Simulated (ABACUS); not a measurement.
**MnO2: band-structure run (part 1 of 3)**

The run: band-structure run of MnO2 (P6₃/mmc, 6 atoms in the cell). Method and program: Kohn-Sham DFT of a periodic cell, r2SCAN, SG15 ONCV 1.2 PBE, spin-polarised (ABACUS 3.10.1).

The structure derives from a Materials Project entry.

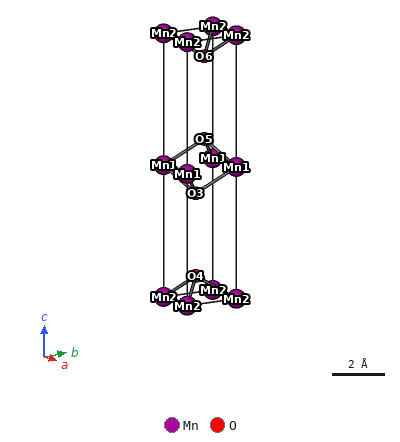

**Figure 1.** The structure as given in the input (ball-and-stick view of the cell of the calculation, seen slightly off an axis; atoms are numbered from 1 in the order of the input). An atom can appear more than once, as a periodic image.

**Input**
```
INPUT_PARAMETERS
suffix              MnO2
calculation         scf
basis_type          pw
pseudo_dir          ./
symmetry            1
dft_functional      MGGA_X_R2SCAN+MGGA_C_R2SCAN
ecutwfc             112
pseudo_rcut         7
nspin               2
nbands              43
ks_solver           dav
smearing_method     fd
smearing_sigma      0.00367493
scf_thr             1e-08
scf_nmax            100
mixing_type         broyden
mixing_beta         0.4
cal_force           1
cal_stress          1
mixing_tau          1
out_chg             1
kpar                4
```

**File STRU**
```
ATOMIC_SPECIES
Mn 54.9380 Mn_ONCV_PBE-1.2.upf
O 15.9990 O_ONCV_PBE-1.2.upf

LATTICE_CONSTANT
5.3950838741

LATTICE_VECTORS
1.0000000000 0.0000000000 0.0000000000
-0.5000000000 0.8660254038 0.0000000000
0.0000000000 0.0000000000 3.5803510606

ATOMIC_POSITIONS
Cartesian

Mn
0.0
2
0.0000000000 0.0000000000 1.7901755303 1 1 1 mag 4
0.0000000000 0.0000000000 0.0000000000 1 1 1 mag 4

O
0.0
4
0.5000000001 0.2886751346 1.4566889223 1 1 1 mag 0
0.5000000001 0.2886751346 0.3334866080 1 1 1 mag 0
0.0000000000 0.5773502692 2.1236621384 1 1 1 mag 0
0.0000000000 0.5773502692 3.2468644526 1 1 1 mag 0
```

**File KPT**
```
K_POINTS
0
Gamma
7 7 2 0 0 0
```

Launch command:
```bash
OMP_NUM_THREADS=1 mpirun -np 4 abacus > log
```

**Output**
```
ABACUS v3.10.1

               Atomic-orbital Based Ab-initio Computation at UStc

 ------------------------------------------------------------------------------------

 READING GENERAL INFORMATION
                           global_out_dir = OUT.MnO2/
                           global_in_card = INPUT
                               pseudo_dir = ./
                              orbital_dir =
                                    DSIZE = 4
                                    GSIZE = 1

 READING UNITCELL INFORMATION
                                    ntype = 2
                  lattice constant (Bohr) = 5.39508
              lattice constant (Angstrom) = 2.85495

 READING ATOM TYPE 1
                               atom label = Mn
                      L=0, number of zeta = 1
                      L=1, number of zeta = 1
                      L=2, number of zeta = 1
             number of atom for this type = 2
               magnetization of element 1 = 4

 READING ATOM TYPE 2
                               atom label = O
                      L=0, number of zeta = 1
                      L=1, number of zeta = 1
                      L=2, number of zeta = 1
             number of atom for this type = 4
               magnetization of element 2 = 0

                        TOTAL ATOM NUMBER = 6
CARTESIAN COORDINATES ( UNIT =       5.395083874100 Bohr ).
    atom                   x                   y                   z     mag                  vx                  vy                  vz
tauc_Mn1            0.0000000000        0.0000000000        1.7901755303  4.0000        0.0000000000        0.0000000000        0.0000000000
tauc_Mn2            0.0000000000        0.0000000000        0.0000000000  4.0000        0.0000000000        0.0000000000        0.0000000000
tauc_O1            0.5000000001        0.2886751346        1.4566889223  0.0000        0.0000000000        0.0000000000        0.0000000000
tauc_O2            0.5000000001        0.2886751346        0.3334866080  0.0000        0.0000000000        0.0000000000        0.0000000000
tauc_O3            0.0000000000        0.5773502692        2.1236621384  0.0000        0.0000000000        0.0000000000        0.0000000000
tauc_O4            0.0000000000        0.5773502692        3.2468644526  0.0000        0.0000000000        0.0000000000        0.0000000000

                          Volume (Bohr^3) = 486.912
                             Volume (A^3) = 72.1529

 Lattice vectors: (Cartesian coordinate: in unit of a_0)
                   +1                  +0                  +0
                 -0.5           +0.866025                  +0
                   +0                  +0            +3.58035
 Reciprocal vectors: (Cartesian coordinate: in unit of 2 pi/a_0)
                   +1            +0.57735                  -0
                   -0             +1.1547                  -0
                   +0                  -0           +0.279302
 The esolver type has been set to : ksdft_pw

                PAO radial cut off (Bohr) = 7

 Read in pseudopotential file is Mn_ONCV_PBE-1.2.upf
                     pseudopotential type = NC
          exchange-correlation functional = PBE
                 nonlocal core correction = 0
                        valence electrons = 15
                                     lmax = 2
                           number of zeta = 0
                     number of projectors = 6
                           L of projector = 0
                           L of projector = 0
                           L of projector = 1
                           L of projector = 1
                           L of projector = 2
                           L of projector = 2
 XC functional updated to : MGGA_X_R2SCAN+MGGA_C_R2SCAN
          exchange-correlation functional = MGGA_X_R2SCAN+MGGA_C_R2SCAN
                PAO radial cut off (Bohr) = 7

 Read in pseudopotential file is O_ONCV_PBE-1.2.upf
                     pseudopotential type = NC
          exchange-correlation functional = PBE
                 nonlocal core correction = 0
                        valence electrons = 6
                                     lmax = 1
                           number of zeta = 0
                     number of projectors = 4
                           L of projector = 0
                           L of projector = 0
                           L of projector = 1
                           L of projector = 1
 XC functional updated to : MGGA_X_R2SCAN+MGGA_C_R2SCAN
          exchange-correlation functional = MGGA_X_R2SCAN+MGGA_C_R2SCAN
     initial pseudo atomic orbital number = 0
 The readin total magnetization is 8

 SETUP THE ELECTRONS NUMBER
            electron number of element Mn = 15
      total electron number of element Mn = 30
             electron number of element O = 6
       total electron number of element O = 24
            AUTOSET number of electrons:  = 54
                           occupied bands = 27
                                   NBANDS = 43
                                   NLOCAL = 54

%%%%%%%%%%%%%%%%%%%%%%%%%%%%%%%%%%%%%%%%%%%%%%%%%%%%%%%%%%%%%%%%%%%%%%%%%%%%%%%%%%%%%%%%%%%%%%%%%%%%%%%%%%
 Warning: the number of valence electrons in pseudopotential > 7 for Mn: [Ar] 3d5 4s2
 Pseudopotentials with additional electrons can yield (more) accurate outcomes, but may be less efficient.
 If you're confident that your chosen pseudopotential is appropriate, you can safely ignore this warning.
%%%%%%%%%%%%%%%%%%%%%%%%%%%%%%%%%%%%%%%%%%%%%%%%%%%%%%%%%%%%%%%%%%%%%%%%%%%%%%%%%%%%%%%%%%%%%%%%%%%%%%%%%%

 SETUP THE PLANE WAVE BASIS
 energy cutoff for charge/potential (unit:Ry) = 448
            fft grid for charge/potential = [ 40, 40, 135 ]
                        fft grid division = [ 1, 1, 1 ]
        big fft grid for charge/potential = [ 40, 40, 135 ]
                                     nbxx = 216000
                                     nrxx = 216000

 SETUP PLANE WAVES FOR CHARGE/POTENTIAL
                    number of plane waves = 77987
                         number of sticks = 913

 PARALLEL PW FOR CHARGE/POTENTIAL
     PROC   COLUMNS(POT)             PW
        1            913          77987
 --------------- sum -------------------
        1            913          77987
                            number of |g| = 3690
                                  max |g| = 330.168
                                  min |g| = 0

----------- Double Check Mixing Parameters Begin ------------
mixing_type: broyden
mixing_beta: 0.4
mixing_gg0: 1
mixing_gg0_min: 0.1
mixing_beta_mag: 1.6
mixing_gg0_mag: 0
mixing_ndim: 8
----------- Double Check Mixing Parameters End ------------

 LATTICE VECTORS: (CARTESIAN COORDINATE: IN UNIT OF A0)
                   +1                  +0                  +0
                 -0.5           +0.866025                  +0
                   +0                  +0            +3.58035
                       right hand lattice = 1
                                   NORM_A = 1
                                   NORM_B = 1
                                   NORM_C = 3.58035
                           ALPHA (DEGREE) = 90
                           BETA  (DEGREE) = 90
                           GAMMA (DEGREE) = 120

 The lattice vectors have been changed (STRU_SIMPLE.cif)

(for optimal symmetric configuration:)
                             BRAVAIS TYPE = 4
                     BRAVAIS LATTICE NAME = 04. Hexagonal cell
                                    ibrav = 4
                                    IBRAV = 4
                                  BRAVAIS = HEXAGONAL CELL
                       LATTICE CONSTANT A = 1
                                C/A RATIO = 3.58035
Original cell was already a primitive cell.
                        ROTATION MATRICES = 24
              PURE POINT GROUP OPERATIONS = 12
                   SPACE GROUP OPERATIONS = 24
                                       C2 = 3
                                       C3 = 2
                                       C4 = 0
                                       C6 = 0
                                       S1 = 3
                                       S3 = 0
                                       S4 = 0
                                       S6 = 2
                              POINT GROUP = D_3d
                                       C2 = 7
                                       C3 = 2
                                       C4 = 0
                                       C6 = 2
                                       S1 = 7
                                       S3 = 2
                                       S4 = 0
                                       S6 = 2
               POINT GROUP IN SPACE GROUP = D_6h

 SETUP K-POINTS
                                    nspin = 2
                   Input type of k points = Monkhorst-Pack(Gamma)
                                   nkstot = 98
                       right hand lattice = 1
(for reciprocal lattice: )
                             BRAVAIS TYPE = 4
                     BRAVAIS LATTICE NAME = 04. Hexagonal cell
                                    ibrav = 4
                       right hand lattice = 1
(for k-lattice: )
                             BRAVAIS TYPE = 4
                     BRAVAIS LATTICE NAME = 04. Hexagonal cell
                                    ibrav = 4
                       right hand lattice = 1
                        ROTATION MATRICES = 24
                               nkstot_ibz = 16
K-POINTS REDUCTION ACCORDING TO SYMMETRY
     IBZ    DIRECT_X    DIRECT_Y    DIRECT_Z  WEIGHT  ibz2bz
       1  0.00000000  0.00000000  0.00000000  0.0102       0
       2 -0.14285714  0.14285714  0.00000000  0.0612       1
       3 -0.28571429  0.28571429  0.00000000  0.0612       2
       4 -0.42857143  0.42857143  0.00000000  0.0612       3
       5 -0.14285714  0.28571429  0.00000000  0.0612       8
       6 -0.28571429  0.42857143  0.00000000  0.1224       9
       7  0.42857143  0.42857143  0.00000000  0.0612      10
       8  0.42857143  0.28571429  0.00000000  0.0612      16
       9  0.00000000  0.00000000  0.50000000  0.0102      49
      10 -0.14285714  0.14285714  0.50000000  0.0612      50
      11 -0.28571429  0.28571429  0.50000000  0.0612      51
      12 -0.42857143  0.42857143  0.50000000  0.0612      52
      13 -0.14285714  0.28571429  0.50000000  0.0612      57
      14 -0.28571429  0.42857143  0.50000000  0.1224      58
      15  0.42857143  0.42857143  0.50000000  0.0612      59
      16  0.42857143  0.28571429  0.50000000  0.0612      65

                               nkstot now = 16
[... K-POINTS DIRECT COORDINATES: 16 rows ...]

           k-point number in this process = 4
       minimum distributed K point number = 4
[... stars of the k points ...]
                             nks(nspin=2) = 8
                          nkstot(nspin=2) = 32

[... K-POINTS CARTESIAN COORDINATES: 8 rows ...]

[... K-POINTS DIRECT COORDINATES: 8 rows ...]

 SETUP PLANE WAVES FOR WAVE FUNCTIONS
     energy cutoff for wavefunc (unit:Ry) = 112
              fft grid for wave functions = [ 40, 40, 135 ]
                    number of plane waves = 11517
                         number of sticks = 253

 PARALLEL PW FOR WAVE FUNCTIONS
     PROC   COLUMNS(POT)             PW
        1            253          11517
 --------------- sum -------------------
        1            253          11517

 SETUP NONLOCAL PSEUDOPOTENTIALS IN PLANE WAVE BASIS
 Mn non-local projectors:
 projector 1 L=0
 projector 2 L=0
 projector 3 L=1
 projector 4 L=1
 projector 5 L=2
 projector 6 L=2
 O non-local projectors:
 projector 1 L=0
 projector 2 L=0
 projector 3 L=1
 projector 4 L=1
      TOTAL NUMBER OF NONLOCAL PROJECTORS = 68

 Init Non-Local PseudoPotential table :
 Init Non-Local-Pseudopotential done.

                                     npwx = 9762

 -------------------------------------------
 SELF-CONSISTENT
 -------------------------------------------
                                 init_chg = atomic

 PW ALGORITHM --------------- ION=   1  ELEC=   1--------------------------------

          total magnetism (Bohr mag/cell) = 6
       absolute magnetism (Bohr mag/cell) = 6.54434
                        nelec for spin up = 30
                      nelec for spin down = 24

 Density error is 2.3505910667
                          Error Threshold = 0.01
----------------------------------------------------------
     Energy           Rydberg                 eV
----------------------------------------------------------
 E_KohnSham     -525.3832384116      -7148.2056760907
 E_Harris       -539.1187276107      -7335.0865940150
 E_Fermi        0.5518420437         7.5081961906
----------------------------------------------------------

 PW ALGORITHM --------------- ION=   1  ELEC=   2--------------------------------
          total magnetism (Bohr mag/cell) = 5.99999028494
       absolute magnetism (Bohr mag/cell) = 6.22068862362
                        nelec for spin up = 29.9999951425
                      nelec for spin down = 24.0000048575

 Density error is 0.707571446466
                          Error Threshold = 0.00435294641982
----------------------------------------------------------
     Energy           Rydberg                 eV
----------------------------------------------------------
 E_KohnSham     -525.9693914921      -7156.1806978853
 E_Harris       -512.1313947555      -6967.9050933619
 E_Fermi        0.4644146226         6.3186851017
----------------------------------------------------------

 PW ALGORITHM --------------- ION=   1  ELEC=   3--------------------------------
          total magnetism (Bohr mag/cell) = 6.00000000001
       absolute magnetism (Bohr mag/cell) = 6.43979562288
                        nelec for spin up = 30
                      nelec for spin down = 24

 Density error is 0.0482393287431
                          Error Threshold = 0.00131031749346
----------------------------------------------------------
     Energy           Rydberg                 eV
----------------------------------------------------------
 E_KohnSham     -526.1905950998      -7159.1903273688
 E_Harris       -526.3218588429      -7160.9762622154
 E_Fermi        0.4986109018         6.7839493499
----------------------------------------------------------

 PW ALGORITHM --------------- ION=   1  ELEC=   4--------------------------------
          total magnetism (Bohr mag/cell) = 5.99999999996
       absolute magnetism (Bohr mag/cell) = 6.68977805601
                        nelec for spin up = 30
                      nelec for spin down = 24

 Density error is 0.00998004697414
                          Error Threshold = 8.9332090265e-05
----------------------------------------------------------
     Energy           Rydberg                 eV
----------------------------------------------------------
 E_KohnSham     -526.2276321071      -7159.6942417046
 E_Harris       -524.4391350093      -7135.3604903173
 E_Fermi        0.4956857359         6.7441504253
----------------------------------------------------------

 PW ALGORITHM --------------- ION=   1  ELEC=   5--------------------------------
          total magnetism (Bohr mag/cell) = 6.00000000006
       absolute magnetism (Bohr mag/cell) = 6.73843313121
                        nelec for spin up = 30
                      nelec for spin down = 24

 Density error is 0.00285999966833
                          Error Threshold = 1.84815684706e-05
----------------------------------------------------------
     Energy           Rydberg                 eV
----------------------------------------------------------
 E_KohnSham     -526.2288146460      -7159.7103309719
 E_Harris       -525.6247104177      -7151.4910712805
 E_Fermi        0.5065407409         6.8918403456
----------------------------------------------------------

 PW ALGORITHM --------------- ION=   1  ELEC=   6--------------------------------
          total magnetism (Bohr mag/cell) = 6.00000000004
       absolute magnetism (Bohr mag/cell) = 6.65704351332
                        nelec for spin up = 30
                      nelec for spin down = 24

 Density error is 9.76443893023e-05
                          Error Threshold = 5.2962956821e-06
----------------------------------------------------------
     Energy           Rydberg                 eV
----------------------------------------------------------
 E_KohnSham     -526.2294010420      -7159.7183092977
 E_Harris       -526.3009071043      -7160.6911991867
 E_Fermi        0.5083103627         6.9159172849
----------------------------------------------------------

 PW ALGORITHM --------------- ION=   1  ELEC=   7--------------------------------
          total magnetism (Bohr mag/cell) = 6.00000000004
       absolute magnetism (Bohr mag/cell) = 6.6089500098
                        nelec for spin up = 30
                      nelec for spin down = 24
```
